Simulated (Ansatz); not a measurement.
# Run report: NiO, geometry relaxation (part 1 of 3)

- system: NiO (Fm-3m, 2 atoms in the cell)
- method: DFT PBE, scalar-relativistic, plane waves, PAW, spin-polarised (Ansatz 0.2.0)

The structure derives from an entry of the Crystallography Open Database. Figures and captions count atoms from 1; the log counts them from 0 in places.

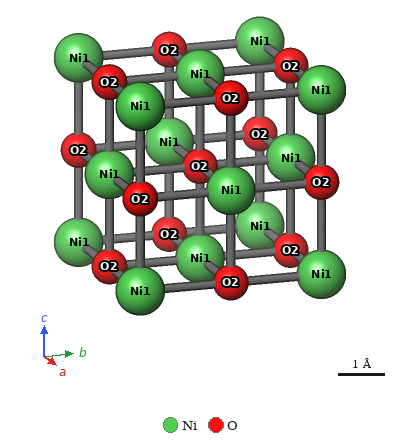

Fig. 1: The starting structure (ball-and-stick view of the cell 4 times as large as that of the calculation, set on its symmetry axes, seen slightly off an axis; atoms are numbered from 1 in the order of the input).

## The input
```yaml
crystal:
  lattice:
    - [0.0, 2.0859016414, 2.0859016414]
    - [2.0859016414, 0.0, 2.0859016414]
    - [2.0859016414, 2.0859016414, 0.0]
  atoms:
    - { symbol: Ni, position: [0.0, 0.0, 0.0], spin: 1.61 }
    - { symbol: O, position: [0.5, 0.5, 0.5], spin: 0.33 }
basis:
  ecutwfc: 420
kpoints:
  mp_grid: { grid: [18, 18, 18] }
hamiltonian:
  xc: pbe
scf:
  occupations: { method: gaussian, width: 0.1 }
output:
  forces: true
  stress: true
  eigenvalues: true
  populations: true
  write_density: true
  write_potential: true
  elf: true
  volumetric_format: npy
magnetization:
  spin_polarized: true
relax:
  adjacent_minimum: "off"
  f_tol: 0.005
  max_steps: 80
  cell: { stress_tol: 0.05 }
```

Command:
```bash
ansatz run input.yaml --threads 2 --pin off --max-ram 5120MiB --backend cpu --events-out ev --progress --plain --runs-dir out
```

## What the program printed
```
Engine: ansatz 0.2.0, x86_64-unknown-linux-gnu
Pseudopotentials: kind: paw
Pseudopotential: Ni, paw, valence charge 18, recommended cutoff 420 eV (normal), Ni.paw.azcp
Pseudopotential: O, paw, valence charge 6, recommended cutoff 420 eV (normal), O.paw.azcp
Functional definition: PBE
  parameter kappa = 0.804
  parameter beta = 0.06672455060314922
  exchange = pbe_x(kappa = kappa, mu = beta*pi^2/3)
  correlation = pbe_c(beta = beta)
Crystal: 2 atoms, lattice volume = 18.151 Å³
Basis set: ecut = 420 eV, 339 PW (Γ), exchange–correlation on 40×40×40 points (8 copies of the dense FFT grid, shifted against one another)
Bands: 17, of which v1, the nominal top of the filled ones, is band 12 counted from 1 (11 counted from 0)
Symmetry: 48 space group operations
Space group: Fm-3m (ITA 225), of the structure as read, at distance tolerance 2.6e-5 Å
Magnetic group: BNS 225.116 (UNI 1618), of the structure as read, at distance tolerance 2.6e-5 Å
k-points: 195 of 5832
Non-local potential: Ni, projectors of the file, l = 0: 3, l = 1: 2, l = 2: 3, l = 3: 1
Non-local potential: O, projectors of the file, l = 0: 2, l = 1: 2, l = 2: 1
PAW form: soft (Blöchl's): semilocal exchange-correlation on the pseudo side does not see the compensation charge
PAW one-centre angular grid: Ni, 590 points (default); XC on 64 Gauss nodes
PAW one-centre angular grid: O, 110 points (default); XC on 64 Gauss nodes
Initial density: superposition of atomic densities (chi_scale 0.1, normalization cell, long waves kept (reshape's long-wave potential 0.00 eV rms))
Starting moments: Σ|m| = 1.94 μB on 2 of 2 sites
Initial wavefunctions: pseudopotential atomic-orbital guess
Functional: x = pbe(κ = 0.804, μ = 0.2195149727645171), c = pbe(β = 0.06672455060314922)
SCF iter   1: F=—  HF=-6404.199236 eV  |F-HF|=—  |Δ(HF+E_count)|=         —  Δρ=1.77e-1 (↑9.29e-2 ↓1.77e-1)  dr2=8.93e0  dr2_m=4.60e-1  M=1.299 μB ∫|m|=1.299 μB  β_m=0.30  ethr=3.10e-3  ⟨swp⟩=5.3  Hψ=28347  notcnv=0
Mixer restart at iter 1: flushing history
preconditioner: auto → none  [metal: Δε(μ)=0.006 eV  Ē_g=14.221 eV  σ=0.100 eV  W_gap=0.04  n_scr=8 (ndim 8)  ℏωp=34.9 eV  f_vac=0.000  D(μ)=1.92/eV (n_scr^D=26)  sad-step TF]
SCF iter   2: F=—  HF=-6404.212612 eV  |F-HF|=—  |Δ(HF+E_count)|=   1.34e-2  Δρ=8.21e-2 (↑3.42e-2 ↓8.21e-2)  dr2=1.63e0  dr2_m=1.83e-1  M=1.348 μB ∫|m|=1.350 μB  β_m=0.39  ethr=3.10e-3  ⟨swp⟩=3.0  Hψ=17006  notcnv=0  defer=203
SCF iter   3: F=—  HF=-6404.947089 eV  |F-HF|=—  |Δ(HF+E_count)|=   7.34e-1  Δρ=3.28e-2 (↑1.48e-2 ↓3.28e-2)  dr2=1.27e-1  dr2_m=3.85e-2  M=1.370 μB ∫|m|=1.373 μB  β_m=0.54  ethr=3.10e-3  ⟨swp⟩=2.1  Hψ=11519  notcnv=0  defer=199
SCF iter   4: F=—  HF=-6405.545102 eV  |F-HF|=—  |Δ(HF+E_count)|=         —  Δρ=1.88e-2 (↑4.88e-3 ↓1.88e-2)  dr2=3.55e-2  dr2_m=1.23e-2  M=1.443 μB ∫|m|=1.446 μB  β_m=0.54  ethr=5.28e-4  ⟨swp⟩=2.1  Hψ=14684  notcnv=0  defer=190
Mixer restart at iter 4: flushing history
SCF iter   5: F=—  HF=-6405.633169 eV  |F-HF|=—  |Δ(HF+E_count)|=   8.81e-2  Δρ=1.47e-2 (↑1.47e-2 ↓7.46e-3)  dr2=1.77e-2  dr2_m=1.46e-2  M=1.499 μB ∫|m|=1.502 μB  β_m=0.55  ethr=1.48e-4  ⟨swp⟩=2.1  Hψ=12732  notcnv=0  defer=190
SCF iter   6: F=—  HF=-6405.650415 eV  |F-HF|=—  |Δ(HF+E_count)|=   1.72e-2  Δρ=2.34e-2 (↑9.63e-3 ↓2.34e-2)  dr2=3.54e-2  dr2_m=4.13e-2  M=1.596 μB ∫|m|=1.600 μB  β_m=0.28  ethr=7.38e-5  ⟨swp⟩=2.1  Hψ=15783  notcnv=0  defer=192
SCF iter   7: F=-6405.662010 eV  HF=-6405.664387 eV  |F-HF|=2.38e-3  |Δ(HF+E_count)|=   1.40e-2  Δρ=1.56e-2 (↑7.25e-3 ↓1.56e-2)  dr2=9.38e-3  dr2_m=2.10e-2  M=1.635 μB ∫|m|=1.640 μB  β_m=0.73  ethr=7.38e-5  ⟨swp⟩=2.0  Hψ=10947  notcnv=0  defer=192
SCF iter   8: F=-6405.667796 eV  HF=-6405.669713 eV  |F-HF|=1.92e-3  |Δ(HF+E_count)|=   5.33e-3  Δρ=5.54e-3 (↑5.54e-3 ↓4.72e-3)  dr2=4.54e-3  dr2_m=2.99e-3  M=1.704 μB ∫|m|=1.710 μB  β_m=0.62  ethr=3.91e-5  ⟨swp⟩=2.1  Hψ=11218  notcnv=0  defer=192
SCF iter   9: F=-6405.669792 eV  HF=-6405.669789 eV  |F-HF|=3.10e-6  |Δ(HF+E_count)|=   7.53e-5  Δρ=3.67e-4 (↑3.67e-4 ↓3.13e-4)  dr2=3.01e-6  dr2_m=1.66e-5  M=1.718 μB ∫|m|=1.725 μB  β_m=0.71  ethr=1.89e-5  ⟨swp⟩=2.1  Hψ=12042  notcnv=0  defer=195
SCF iter  10: F=-6405.669798 eV  HF=-6405.669797 eV  |F-HF|=8.57e-7  |Δ(HF+E_count)|=   8.53e-6  Δρ=9.98e-5 (↑9.20e-5 ↓9.98e-5)  dr2=2.96e-7  dr2_m=1.32e-6  M=1.721 μB ∫|m|=1.728 μB  β_m=0.86  ethr=1.25e-8  ⟨swp⟩=2.0  Hψ=11372  notcnv=0  defer=198
SCF iter  11: F=-6405.669798 eV  HF=-6405.669799 eV  |F-HF|=6.37e-8  |Δ(HF+E_count)|=   1.26e-6  Δρ=2.09e-5 (↑9.90e-6 ↓2.09e-5)  dr2=9.13e-8  dr2_m=8.83e-9  M=1.722 μB ∫|m|=1.729 μB  β_m=0.93  ethr=1.23e-9  ⟨swp⟩=2.0  Hψ=11171  notcnv=0  defer=200
SCF iter  12: F=-6405.669799 eV  HF=-6405.669799 eV  |F-HF|=9.26e-10  |Δ(HF+E_count)|=   2.99e-9  Δρ=3.54e-6 (↑2.18e-6 ↓3.54e-6)  dr2=1.27e-9  dr2_m=1.09e-9  M=1.722 μB ∫|m|=1.729 μB  ethr=3.81e-10  ⟨swp⟩=7.3  Hψ=39202  notcnv=0
at 1 of the mixer's solves, the last at iteration 6, it left a direction of its history that read negative out of its fit and stepped the other way along it
SCF 1 converged in 12 iterations: F = -6405.669799 eV  dr2 = 1.27e-9
  greatest PAW one-centre occupation: 1.002 electrons in one spin orbital (limit 2), on the Ni atom at site 0 (counted from 0), in its partial waves of l = 1
relax step   1: F+E_penalty+E_count = -6405.66979851 eV  Δ(F+E_penalty+E_count) = +0.000e0 eV  max|allowed force component| = 7.297e-30 eV/Å  Δτ_max = 0.0000 Å  P = +5.609 GPa  Ω = 18.151 Å³  (12 SCF iters, dr2 threshold 1.00e-7 eV, accepted)
Crystal: 2 atoms, lattice volume = 18.396 Å³
Initial density: handed on by an earlier stage of this run
Starting moments: Σ|m| = 1.94 μB on 2 of 2 sites; this step starts from the density that it was given
Initial wavefunctions: those handed on with the density
iter 1 solved again at ethr=3.18e-7 eV; its pass at ethr=3.10e-3 eV (dr2=7.63e-5 eV) is discarded
SCF iter   1: F=—  HF=-6405.673847 eV  |F-HF|=—  |Δ(HF+E_count)|=         —  Δρ=1.49e-3 (↑1.28e-3 ↓1.49e-3)  dr2=6.15e-5  dr2_m=2.79e-4  M=1.739 μB ∫|m|=1.747 μB  β_m=0.65  ethr=3.18e-7  ⟨swp⟩=2.1  Hψ=36555  notcnv=0
preconditioner: auto → none  [metal: Δε(μ)=0.009 eV  Ē_g=14.474 eV  σ=0.100 eV  W_gap=0.05  n_scr=0 (ndim 8)  ℏωp=34.6 eV  f_vac=0.000  D(μ)=1.19/eV (n_scr^D=14)]
SCF iter   2: F=—  HF=-6405.674726 eV  |F-HF|=—  |Δ(HF+E_count)|=   8.79e-4  Δρ=8.88e-4 (↑8.28e-4 ↓8.88e-4)  dr2=1.50e-5  dr2_m=1.18e-4  M=1.742 μB ∫|m|=1.750 μB  β_m=0.65  ethr=2.56e-7  ⟨swp⟩=2.1  Hψ=9735  notcnv=0
SCF iter   3: F=—  HF=-6405.675210 eV  |F-HF|=—  |Δ(HF+E_count)|=   4.85e-4  Δρ=9.36e-4 (↑3.34e-4 ↓9.36e-4)  dr2=4.76e-5  dr2_m=6.49e-5  M=1.750 μB ∫|m|=1.757 μB  β_m=0.82  ethr=6.26e-8  ⟨swp⟩=2.0  Hψ=10700  notcnv=0
SCF iter   4: F=—  HF=-6405.675270 eV  |F-HF|=—  |Δ(HF+E_count)|=   5.94e-5  Δρ=5.97e-4 (↑5.97e-4 ↓2.50e-4)  dr2=1.81e-5  dr2_m=2.64e-5  M=1.753 μB ∫|m|=1.760 μB  β_m=0.37  ethr=6.26e-8  ⟨swp⟩=2.0  Hψ=11391  notcnv=0
SCF iter   5: F=—  HF=-6405.675272 eV  |F-HF|=—  |Δ(HF+E_count)|=   2.82e-6  Δρ=2.36e-4 (↑2.36e-4 ↓1.33e-4)  dr2=3.72e-6  dr2_m=4.50e-6  M=1.757 μB ∫|m|=1.765 μB  β_m=0.73  ethr=6.26e-8  ⟨swp⟩=2.4  Hψ=10263  notcnv=0
SCF iter   6: F=—  HF=-6405.675270 eV  |F-HF|=—  |Δ(HF+E_count)|=   2.28e-6  Δρ=1.00e-4 (↑5.99e-5 ↓1.00e-4)  dr2=2.53e-6  dr2_m=2.45e-7  M=1.759 μB ∫|m|=1.767 μB  β_m=0.65  ethr=1.55e-8  ⟨swp⟩=2.1  Hψ=10257  notcnv=0
SCF iter   7: F=—  HF=-6405.675275 eV  |F-HF|=—  |Δ(HF+E_count)|=   5.09e-6  Δρ=9.41e-6 (↑9.41e-6 ↓8.81e-6)  dr2=1.78e-8  dr2_m=8.98e-9  M=1.758 μB ∫|m|=1.766 μB  β_m=0.83  ethr=1.05e-8  ⟨swp⟩=2.3  Hψ=11021  notcnv=0
SCF iter   8: F=-6405.675275 eV  HF=-6405.675275 eV  |F-HF|=1.07e-8  |Δ(HF+E_count)|=   4.83e-8  Δρ=9.96e-6 (↑2.04e-6 ↓9.96e-6)  dr2=1.32e-8  dr2_m=5.39e-9  M=1.758 μB ∫|m|=1.766 μB  ethr=7.41e-11  ⟨swp⟩=5.2  Hψ=37421  notcnv=0
SCF 2 converged in 8 iterations: F = -6405.675275 eV  dr2 = 1.32e-8
relax step   2: F+E_penalty+E_count = -6405.67527532 eV  Δ(F+E_penalty+E_count) = -5.477e-3 eV  max|allowed force component| = 4.470e-30 eV/Å  Δτ_max = 0.0000 Å  P = +3.080 GPa  Ω = 18.396 Å³  energy of the carried Pulay correction = -1.137e-3 eV  (8 SCF iters, dr2 threshold 2.00e-7 eV, accepted)
Crystal: 2 atoms, lattice volume = 18.703 Å³
iter 1 solved again at ethr=4.70e-7 eV; its pass at ethr=3.10e-3 eV (dr2=1.13e-4 eV) is discarded
SCF iter   1: F=—  HF=-6405.674865 eV  |F-HF|=—  |Δ(HF+E_count)|=         —  Δρ=1.78e-3 (↑1.48e-3 ↓1.78e-3)  dr2=1.11e-4  dr2_m=3.92e-4  M=1.779 μB ∫|m|=1.788 μB  β_m=0.65  ethr=4.70e-7  ⟨swp⟩=1.9  Hψ=38374  notcnv=0
preconditioner: auto → none  [metal: Δε(μ)=0.006 eV  Ē_g=14.341 eV  σ=0.100 eV  W_gap=0.03  n_scr=0 (ndim 8)  ℏωp=34.3 eV  f_vac=0.000  D(μ)=1.18/eV (n_scr^D=14)]
SCF iter   2: F=—  HF=-6405.676143 eV  |F-HF|=—  |Δ(HF+E_count)|=   1.28e-3  Δρ=1.05e-3 (↑1.05e-3 ↓9.53e-4)  dr2=2.36e-5  dr2_m=1.57e-4  M=1.783 μB ∫|m|=1.792 μB  β_m=0.65  ethr=4.62e-7  ⟨swp⟩=2.3  Hψ=10369  notcnv=0
SCF iter   3: F=—  HF=-6405.676808 eV  |F-HF|=—  |Δ(HF+E_count)|=   6.64e-4  Δρ=1.51e-3 (↑3.03e-4 ↓1.51e-3)  dr2=2.72e-4  dr2_m=1.06e-4  M=1.791 μB ∫|m|=1.799 μB  β_m=0.65  ethr=9.84e-8  ⟨swp⟩=2.0  Hψ=11385  notcnv=0
SCF iter   4: F=—  HF=-6405.676857 eV  |F-HF|=—  |Δ(HF+E_count)|=   4.98e-5  Δρ=5.45e-4 (↑5.39e-4 ↓5.45e-4)  dr2=6.89e-6  dr2_m=4.45e-5  M=1.795 μB ∫|m|=1.803 μB  β_m=0.43  ethr=9.84e-8  ⟨swp⟩=2.2  Hψ=11525  notcnv=0
SCF iter   5: F=—  HF=-6405.676892 eV  |F-HF|=—  |Δ(HF+E_count)|=   3.47e-5  Δρ=2.72e-4 (↑2.08e-4 ↓2.72e-4)  dr2=3.03e-6  dr2_m=8.05e-6  M=1.800 μB ∫|m|=1.808 μB  β_m=0.64  ethr=2.87e-8  ⟨swp⟩=2.1  Hψ=10822  notcnv=0
SCF iter   6: F=—  HF=-6405.676864 eV  |F-HF|=—  |Δ(HF+E_count)|=   2.78e-5  Δρ=1.99e-4 (↑6.46e-5 ↓1.99e-4)  dr2=6.92e-6  dr2_m=1.51e-6  M=1.804 μB ∫|m|=1.812 μB  β_m=0.75  ethr=1.26e-8  ⟨swp⟩=2.0  Hψ=11399  notcnv=0
SCF iter   7: F=—  HF=-6405.676895 eV  |F-HF|=—  |Δ(HF+E_count)|=   3.04e-5  Δρ=8.46e-5 (↑2.36e-5 ↓8.46e-5)  dr2=1.01e-6  dr2_m=3.07e-7  M=1.802 μB ∫|m|=1.810 μB  β_m=0.88  ethr=1.26e-8  ⟨swp⟩=2.2  Hψ=10872  notcnv=0
SCF iter   8: F=—  HF=-6405.676898 eV  |F-HF|=—  |Δ(HF+E_count)|=   3.63e-6  Δρ=1.16e-5 (↑5.38e-6 ↓1.16e-5)  dr2=2.31e-8  dr2_m=6.42e-9  M=1.801 μB ∫|m|=1.809 μB  β_m=0.94  ethr=4.21e-9  ⟨swp⟩=2.2  Hψ=10939  notcnv=0
SCF iter   9: F=-6405.676898 eV  HF=-6405.676898 eV  |F-HF|=4.50e-9  |Δ(HF+E_count)|=   9.01e-8  Δρ=5.04e-6 (↑2.54e-6 ↓5.04e-6)  dr2=5.22e-9  dr2_m=1.44e-9  M=1.801 μB ∫|m|=1.809 μB  ethr=9.64e-11  ⟨swp⟩=5.2  Hψ=37827  notcnv=0
SCF 3 converged in 9 iterations: F = -6405.676898 eV  dr2 = 5.22e-9
relax step   3: F+E_penalty+E_count = -6405.67689847 eV  Δ(F+E_penalty+E_count) = -1.623e-3 eV  max|allowed force component| = 4.635e-30 eV/Å  Δτ_max = 0.0000 Å  P = +0.117 GPa  Ω = 18.703 Å³  energy of the carried Pulay correction = -2.542e-3 eV  (9 SCF iters, dr2 threshold 2.00e-7 eV, accepted)
Crystal: 2 atoms, lattice volume = 18.716 Å³
iter 1 solved again at ethr=7.86e-10 eV; its pass at ethr=3.10e-3 eV (dr2=1.89e-7 eV) is discarded
```
